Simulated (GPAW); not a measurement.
# Screening of a field by honeycomb PAs monolayer

Wanted: the out-of-plane polarisability of honeycomb PAs monolayer.

Main program and level: GPAW 26.7.0; GPAW, PAW setups; layer in a repeated cell with vacuum, relaxation of atoms and in-plane cell, in the first sound run; inputs show where later runs differ.

**1. Starting point**

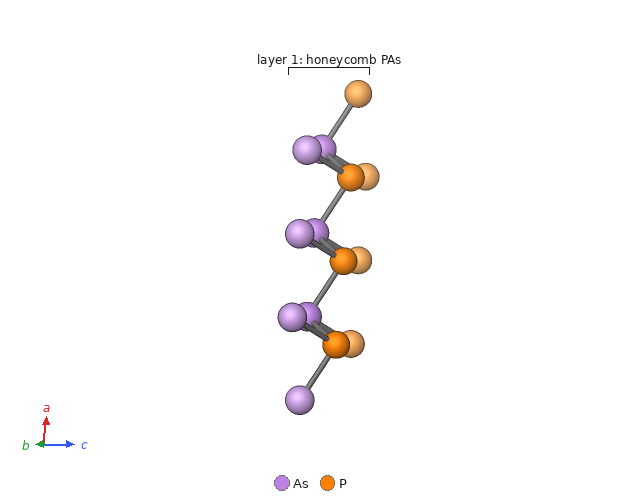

The starting structure, seen from the side, with the c axis across the page (arsenic purple, phosphorus orange). 3×1×1 cells are drawn. Some periodic images of atoms are drawn too.

The cell holds 2 atoms: 1 As and 1 P. Its edges and angles: a = 3.440 Å, b = 3.440 Å, c = 17.320 Å, α = 90.0°, β = 90.0°, γ = 120.0°. Vacuum lies along c.

**2. Relaxing the atoms**

Forces are removed first; all later runs use this geometry.

run.py

```python
import json
import numpy as np
from ase import Atoms
from ase.filters import FrechetCellFilter
from ase.optimize import BFGS
from gpaw import GPAW, PW

slab = Atoms(
    ['As', 'P'],
    positions=[
        [1.72000, 0.99304, 8.00000],
        [-0.00000, 1.98608, 9.32000]],
    cell=[[3.44, 0.0, 0.0], [-1.72, 2.97913, 0.0], [0.0, 0.0, 17.32]],
    pbc=[True, True, True])

slab.calc = GPAW(mode=PW(600), xc='PBE', kpts={'size': (9, 9, 1), 'gamma': True},
                 occupations={'name': 'fermi-dirac', 'width': 0.05}, nbands='160%',
                 convergence={'density': 1e-05}, maxiter=200,
                 symmetry={'tolerance': 1e-3}, txt='slab.txt')
result = {}
# The in-plane cell is free; stress needs a cell that repeats along all three vectors
path = []
opt = BFGS(FrechetCellFilter(slab, mask=[1, 1, 0, 0, 0, 1]), maxstep=0.2)
opt.attach(lambda: path.append((slab.get_potential_energy(), slab.positions.tolist(), slab.get_forces().tolist())))
result['relaxed'] = bool(opt.run(fmax=0.02, steps=45))
result['path'] = path
result['cell'] = slab.cell.tolist()
print('in-plane lattice', slab.cell.cellpar().round(4)[[0, 1, 5]])
energy = slab.get_potential_energy()
fermi = slab.calc.get_fermi_level()
v = slab.calc.get_electrostatic_potential().mean((0, 1)) - fermi
n = slab.calc.get_pseudo_density().mean((0, 1))
L = slab.cell[2, 2]
z = np.arange(len(v)) * L / len(v)
low, high = slab.positions[:, 2].min(), slab.positions[:, 2].max()
below, above = np.interp([low - 5.8, high + 5.8], z, v)
slopes = [np.interp(x, z, np.gradient(v, z)) for x in (low - 5.8, high + 5.8)]
eps = np.array([[slab.calc.get_eigenvalues(k, s) for k in range(len(slab.calc.get_ibz_k_points()))]
                for s in range(slab.calc.get_number_of_spins())]) - fermi
top, bottom = eps[eps < 0].max(), eps[eps > 0].min()
dipole = slab.get_dipole_moment()[2]
print(f'energy {energy:.4f} eV, Fermi level {fermi:.4f} eV, dipole {dipole:.5f} e A')
print(f'potential 5.8 A off the faces, from the Fermi level: lower {below:.4f} eV, upper {above:.4f} eV')
print(f'slope of the potential there: lower {slopes[0]:.5f}, upper {slopes[1]:.5f} eV/A')
print(f'nearest levels on the mesh: {top:.4f} and {bottom:.4f} eV')
print('magnetic moment', round(slab.get_magnetic_moment(), 3))
result.update(energy=energy, fermi=fermi, dipole=dipole, below=below, above=above, slopes=slopes, edges=[top, bottom],
              z=z.tolist(), v=v.tolist(), n=n.tolist(), positions=slab.positions.tolist(),
              forces=slab.get_forces(apply_constraint=False).tolist(), moments=slab.get_magnetic_moments().tolist())
json.dump(result, open('result.json', 'w'))
```

Run with:

```sh
OMP_NUM_THREADS=1 OPENBLAS_NUM_THREADS=1 python run.py
```

The log of the run:

```text
Step          Energy          fmax
BFGS:    0       -9.894842        0.144852
BFGS:    1       -9.895583        0.108375
BFGS:    2       -9.896277        0.044456
BFGS:    3       -9.896375        0.042308
BFGS:    4       -9.896506        0.012606
in-plane lattice [  3.4581   3.4581 120.    ]
energy -9.8965 eV, Fermi level -2.3192 eV, dipole -0.03647 e A
potential 5.8 A off the faces, from the Fermi level: lower 4.8204 eV, upper 4.9822 eV
slope of the potential there: lower -0.03679, upper -0.03679 eV/A
nearest levels on the mesh: -0.8973 and 0.9390 eV
magnetic moment 0.0
```

Elapsed: 32 s, on 1 thread of Arm Neoverse V2, shared host; peak memory 0.24 GiB.

This step gave:

```yaml
dipole_along_the_normal: -0.03647 e·Å
levels_nearest_the_fermi_level_on_the_mesh: -0.8973, 0.9390 eV from the Fermi level
```

The electrostatic potential energy of an electron (without an applied field's), less the Fermi level, planar mean by z:

```
z (Å)  electrostatic potential energy of an electron (without an applied field's), less the Fermi level, planar mean (eV)
    0                                                                                                                4.90
    2                                                                                                                4.83
    4                                                                                                                4.75
    6                                                                                                                4.49
    8                                                                                                               -15.9
   10                                                                                                              -0.811
   12                                                                                                                5.07
   14                                                                                                                5.02
   16                                                                                                                4.95
```

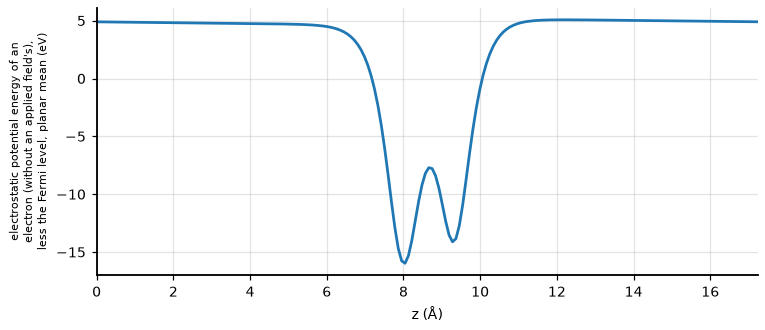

Electrostatic potential energy of an electron (without an applied field's), less the Fermi level, planar mean against z.

The pseudo valence density, planar mean by z:

| z (Å) | pseudo valence density, planar mean (e/Å³) |
| --- | --- |
| 4 | 3.6e-5 |
| 5 | 5.1e-4 |
| 6 | 0.00772 |
| 7 | 0.115 |
| 8 | 0.183 |
| 9 | 0.369 |
| 10 | 0.197 |
| 11 | 0.0166 |
| 12 | 9.6e-4 |
| 13 | 6.2e-5 |
| 14 | 3.7e-6 |

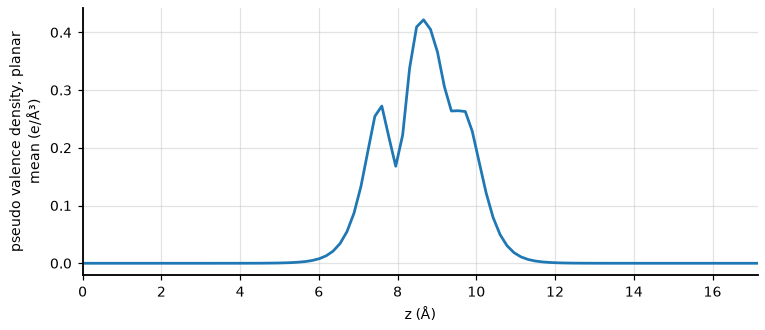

Pseudo valence density, planar mean against z.

The relaxation lowered the energy of the cell by 0.00166 eV (energies extrapolated to zero smearing; the optimiser's log prints free energies). The largest force left on a free atom is 0.013 eV/Å.

**3. Plane waves, PBE**

With the geometry fixed, the planar mean of the potential gives the vacuum level on each side.

This step: GPAW, PAW setups; slab in vacuum (GPAW 26.7.0).

Edit run.py of step 2 so:

```diff
@@ -3,4 +3,2 @@
 from ase import Atoms
-from ase.filters import FrechetCellFilter
-from ase.optimize import BFGS
 from gpaw import GPAW, PW
@@ -10,20 +8,13 @@
     positions=[
-        [1.72000, 0.99304, 8.00000],
-        [-0.00000, 1.98608, 9.32000]],
-    cell=[[3.44, 0.0, 0.0], [-1.72, 2.97913, 0.0], [0.0, 0.0, 17.32]],
-    pbc=[True, True, True])
+        [1.72905, 0.99826, 8.00000],
+        [0.00000, 1.99653, 9.32325]],
+    cell=[[3.4581, 0.0, 0.0], [-1.72905, 2.9948, 0.0], [0.0, 0.0, 17.3232]],
+    pbc=[True, True, False])
 
-slab.calc = GPAW(mode=PW(600), xc='PBE', kpts={'size': (9, 9, 1), 'gamma': True},
+slab.calc = GPAW(mode=PW(400), xc='PBE', kpts={'size': (9, 9, 1), 'gamma': True},
                  occupations={'name': 'fermi-dirac', 'width': 0.05}, nbands='160%',
                  convergence={'density': 1e-05}, maxiter=200,
+                 poissonsolver={'dipolelayer': 'xy'},
                  symmetry={'tolerance': 1e-3}, txt='slab.txt')
 result = {}
-# The in-plane cell is free; stress needs a cell that repeats along all three vectors
-path = []
-opt = BFGS(FrechetCellFilter(slab, mask=[1, 1, 0, 0, 0, 1]), maxstep=0.2)
-opt.attach(lambda: path.append((slab.get_potential_energy(), slab.positions.tolist(), slab.get_forces().tolist())))
-result['relaxed'] = bool(opt.run(fmax=0.02, steps=45))
-result['path'] = path
-result['cell'] = slab.cell.tolist()
-print('in-plane lattice', slab.cell.cellpar().round(4)[[0, 1, 5]])
 energy = slab.get_potential_energy()
```

The log of the run:

```text
energy -9.8941 eV, Fermi level -2.3177 eV, dipole -0.02833 e A
potential 5.8 A off the faces, from the Fermi level: lower 4.6524 eV, upper 5.1472 eV
slope of the potential there: lower -0.00001, upper -0.00000 eV/A
nearest levels on the mesh: -0.9006 and 0.9355 eV
magnetic moment 0.0
```

It took 4.4 s on 1 thread; peak memory 0.16 GiB.

This step gave:

| Item | Value |
| --- | --- |
| dipole along the normal | -0.02833 e·Å |
| levels nearest the Fermi level on the mesh | -0.9006, 0.9355 eV from the Fermi level |
| upper work function | 5.147 eV |
| lower work function | 4.652 eV |
| upper ionisation energy | 6.048 eV |

Electrostatic potential energy of an electron (without an applied field's), less the Fermi level, planar mean against z:

```
z (Å)  electrostatic potential energy of an electron (without an applied field's), less the Fermi level, planar mean (eV)
    0                                                                                                                4.90
    1                                                                                                                4.65
    2                                                                                                                4.65
    3                                                                                                                4.65
    4                                                                                                                4.65
    5                                                                                                                4.64
    6                                                                                                                4.46
    7                                                                                                                1.74
    8                                                                                                               -15.9
    9                                                                                                               -10.6
   10                                                                                                              -0.865
   11                                                                                                                4.78
   12                                                                                                                5.13
   13                                                                                                                5.15
   14                                                                                                                5.15
   15                                                                                                                5.15
   16                                                                                                                5.15
   17                                                                                                                5.11
```

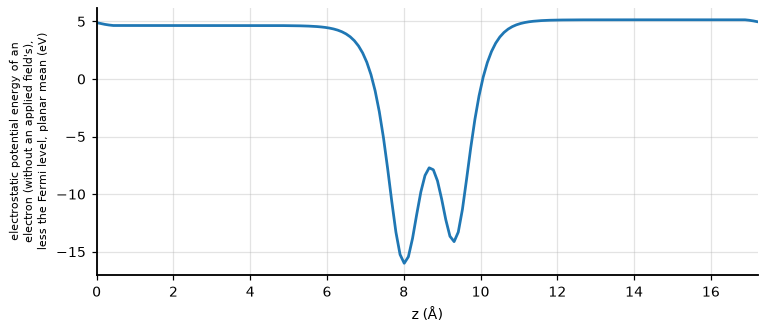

Electrostatic potential energy of an electron (without an applied field's), less the Fermi level, planar mean, plotted against z.

Table of pseudo valence density, planar mean by z:

```
z (Å)  pseudo valence density, planar mean (e/Å³)
    4                                      3.7e-5
    6                                     0.00797
    8                                       0.175
   10                                       0.199
   12                                      9.8e-4
   14                                      4.3e-6
```

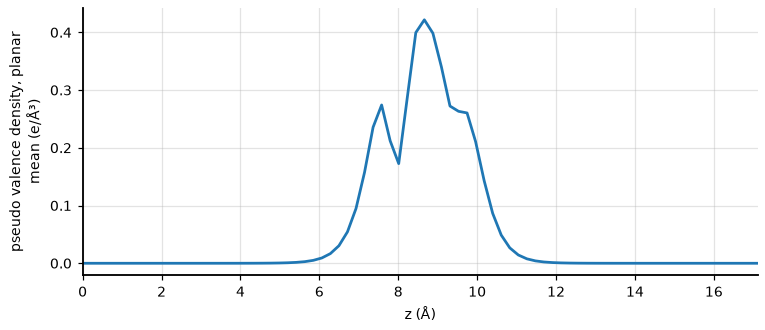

Pseudo valence density, planar mean against z.

The layer is gapped, so the Fermi level lies somewhere inside the gap, set by smearing and numerics, and these work functions are no property of the material; the band edges below the vacuum level are. The potential is flat to 9.0e-6 eV/Å where it is read, so the vacuum is wide enough.

**4. Field on**

A uniform field along the normal polarises the slab; the atoms stay fixed, so this is the electronic response alone.

Edit run.py of step 3 so:

```diff
@@ -4,2 +4,3 @@
 from gpaw import GPAW, PW
+from gpaw.external import ConstantElectricField
 
@@ -17,2 +18,3 @@
                  poissonsolver={'dipolelayer': 'xy'},
+                 external=ConstantElectricField(-0.2, [0, 0, 1]),
                  symmetry={'tolerance': 1e-3}, txt='slab.txt')
```

The log of the run:

```text
energy -9.9042 eV, Fermi level -2.3141 eV, dipole -0.07264 e A
potential 5.8 A off the faces, from the Fermi level: lower 4.2599 eV, upper 5.5291 eV
slope of the potential there: lower 0.00000, upper 0.00001 eV/A
nearest levels on the mesh: -0.8987 and 0.9394 eV
magnetic moment 0.0
```

Elapsed: 12 s, on 1 thread; peak memory 0.19 GiB.

Numbers from this step:

- dipole along the normal: -0.07264 e·Å
- levels nearest the Fermi level on the mesh: -0.8987, 0.9394 eV from the Fermi level
- potential below the slab, the applied field's own ramp left out: 4.260 eV from the Fermi level
- potential above the slab, the applied field's own ramp left out: 5.529 eV from the Fermi level

Table of electrostatic potential energy of an electron (without an applied field's), less the Fermi level, planar mean by z:

| z (Å) | electrostatic potential energy of an electron (without an applied field's), less the Fermi level, planar mean (eV) |
| --- | --- |
| 0 | 4.89 |
| 1 | 4.26 |
| 2 | 4.26 |
| 3 | 4.26 |
| 4 | 4.26 |
| 5 | 4.25 |
| 6 | 4.09 |
| 7 | 1.44 |
| 8 | -16.0 |
| 9 | -10.6 |
| 10 | -0.611 |
| 11 | 5.14 |
| 12 | 5.50 |
| 13 | 5.53 |
| 14 | 5.53 |
| 15 | 5.53 |
| 16 | 5.53 |
| 17 | 5.42 |

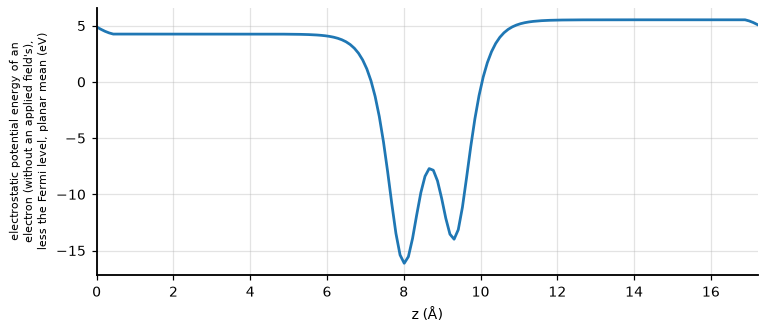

Electrostatic potential energy of an electron (without an applied field's), less the Fermi level, planar mean, plotted against z.

The dipole is now -0.0726 e Å, against -0.028 in the run without a field.

**5. In a field**

Edit run.py of step 4 so:

```diff
@@ -18,3 +18,3 @@
                  poissonsolver={'dipolelayer': 'xy'},
-                 external=ConstantElectricField(-0.2, [0, 0, 1]),
+                 external=ConstantElectricField(-0.1, [0, 0, 1]),
                  symmetry={'tolerance': 1e-3}, txt='slab.txt')
```

The log of the run:

```text
energy -9.8980 eV, Fermi level -2.3151 eV, dipole -0.05048 e A
potential 5.8 A off the faces, from the Fermi level: lower 4.4550 eV, upper 5.3371 eV
slope of the potential there: lower -0.00000, upper 0.00000 eV/A
nearest levels on the mesh: -0.8998 and 0.9374 eV
magnetic moment 0.0
```

Elapsed: 12 s, on 1 thread; peak memory 0.19 GiB.

This step gave:

```yaml
dipole_along_the_normal: -0.05048 e·Å
levels_nearest_the_fermi_level_on_the_mesh: -0.8998, 0.9374 eV from the Fermi level
potential_below_the_slab_the_applied_field_s_own_ramp_left_out: 4.455 eV from the Fermi level
potential_above_the_slab_the_applied_field_s_own_ramp_left_out: 5.337 eV from the Fermi level
```

Table of electrostatic potential energy of an electron (without an applied field's), less the Fermi level, planar mean by z:

| z (Å) | electrostatic potential energy of an electron (without an applied field's), less the Fermi level, planar mean (eV) |
| --- | --- |
| 0 | 4.90 |
| 1 | 4.46 |
| 2 | 4.46 |
| 3 | 4.45 |
| 4 | 4.45 |
| 5 | 4.44 |
| 6 | 4.27 |
| 7 | 1.59 |
| 8 | -16.0 |
| 9 | -10.6 |
| 10 | -0.738 |
| 11 | 4.96 |
| 12 | 5.31 |
| 13 | 5.34 |
| 14 | 5.34 |
| 15 | 5.34 |
| 16 | 5.34 |
| 17 | 5.26 |

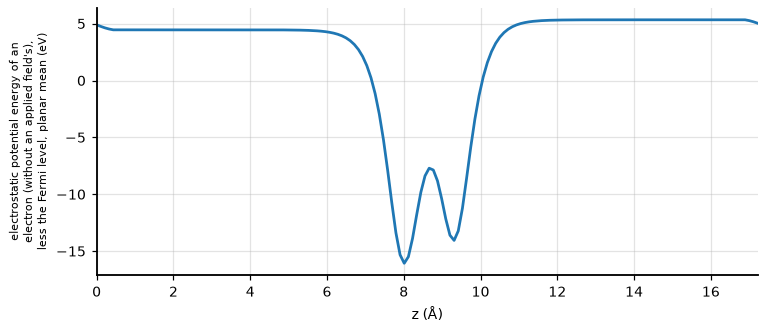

Electrostatic potential energy of an electron (without an applied field's), less the Fermi level, planar mean against z.

The dipole is now -0.0505 e Å, against -0.028 in the run without a field.

**6. Field on**

Edit run.py of step 5 so:

```diff
@@ -18,3 +18,3 @@
                  poissonsolver={'dipolelayer': 'xy'},
-                 external=ConstantElectricField(-0.1, [0, 0, 1]),
+                 external=ConstantElectricField(-0.05, [0, 0, 1]),
                  symmetry={'tolerance': 1e-3}, txt='slab.txt')
```

The log of the run:

```text
energy -9.8958 eV, Fermi level -2.3210 eV, dipole -0.03940 e A
potential 5.8 A off the faces, from the Fermi level: lower 4.5582 eV, upper 5.2468 eV
slope of the potential there: lower -0.00001, upper -0.00000 eV/A
nearest levels on the mesh: -0.8954 and 0.9413 eV
magnetic moment 0.0
```

It took 12 s on 1 thread; peak memory 0.19 GiB.

Electrostatic potential energy of an electron (without an applied field's), less the Fermi level, planar mean against z:

| z (Å) | electrostatic potential energy of an electron (without an applied field's), less the Fermi level, planar mean (eV) |
| --- | --- |
| 0 | 4.90 |
| 1 | 4.56 |
| 2 | 4.56 |
| 3 | 4.56 |
| 4 | 4.56 |
| 5 | 4.55 |
| 6 | 4.37 |
| 7 | 1.67 |
| 8 | -15.9 |
| 9 | -10.6 |
| 10 | -0.797 |
| 11 | 4.87 |
| 12 | 5.22 |
| 13 | 5.25 |
| 14 | 5.25 |
| 15 | 5.25 |
| 16 | 5.25 |
| 17 | 5.19 |

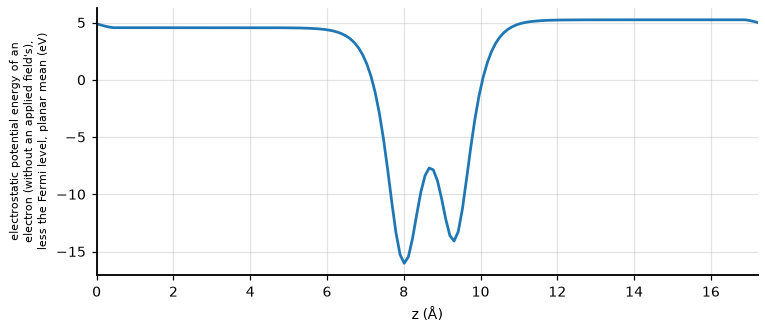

Electrostatic potential energy of an electron (without an applied field's), less the Fermi level, planar mean, plotted against z.

**7. In a field**

Edit run.py of step 6 so:

```diff
@@ -18,3 +18,3 @@
                  poissonsolver={'dipolelayer': 'xy'},
-                 external=ConstantElectricField(-0.05, [0, 0, 1]),
+                 external=ConstantElectricField(0.05, [0, 0, 1]),
                  symmetry={'tolerance': 1e-3}, txt='slab.txt')
```

The log of the run:

```text
energy -9.8930 eV, Fermi level -2.3263 eV, dipole -0.01723 e A
potential 5.8 A off the faces, from the Fermi level: lower 4.7586 eV, upper 5.0597 eV
slope of the potential there: lower -0.00001, upper -0.00001 eV/A
nearest levels on the mesh: -0.8942 and 0.9413 eV
magnetic moment 0.0
```

Wall time 12 s (1 thread); peak memory 0.19 GiB.

**8. Field on**

Edit run.py of step 7 so:

```diff
@@ -18,3 +18,3 @@
                  poissonsolver={'dipolelayer': 'xy'},
-                 external=ConstantElectricField(0.05, [0, 0, 1]),
+                 external=ConstantElectricField(0.1, [0, 0, 1]),
                  symmetry={'tolerance': 1e-3}, txt='slab.txt')
```

The log of the run:

```text
energy -9.8924 eV, Fermi level -2.3296 eV, dipole -0.00614 e A
potential 5.8 A off the faces, from the Fermi level: lower 4.8596 eV, upper 4.9669 eV
slope of the potential there: lower -0.00002, upper -0.00001 eV/A
nearest levels on the mesh: -0.8936 and 0.9414 eV
magnetic moment 0.0
```

It took 13 s on 1 thread; peak memory 0.19 GiB.

The dipole is now -0.00614 e Å, against -0.028 in the run without a field.

**9. In a field**

Edit run.py of step 8 so:

```diff
@@ -18,3 +18,3 @@
                  poissonsolver={'dipolelayer': 'xy'},
-                 external=ConstantElectricField(0.1, [0, 0, 1]),
+                 external=ConstantElectricField(0.2, [0, 0, 1]),
                  symmetry={'tolerance': 1e-3}, txt='slab.txt')
```

The log of the run:

```text
energy -9.8929 eV, Fermi level -2.3333 eV, dipole 0.01609 e A
potential 5.8 A off the faces, from the Fermi level: lower 5.0597 eV, upper 4.7786 eV
slope of the potential there: lower -0.00003, upper -0.00001 eV/A
nearest levels on the mesh: -0.8959 and 0.9378 eV
magnetic moment 0.0
```

Elapsed: 13 s, on 1 thread; peak memory 0.19 GiB.

(Part 1 of 2 ends here.)

[Logs are printed without paths, hosts, clocks, repeated set-up lines and the standing remarks that a program may print on its own settings, such as how far it seeks lower states.]

[Hosts, paths, dates, database ids (printed as entryN), source tags and the programs' standing remarks are cut or masked in the printed files.]
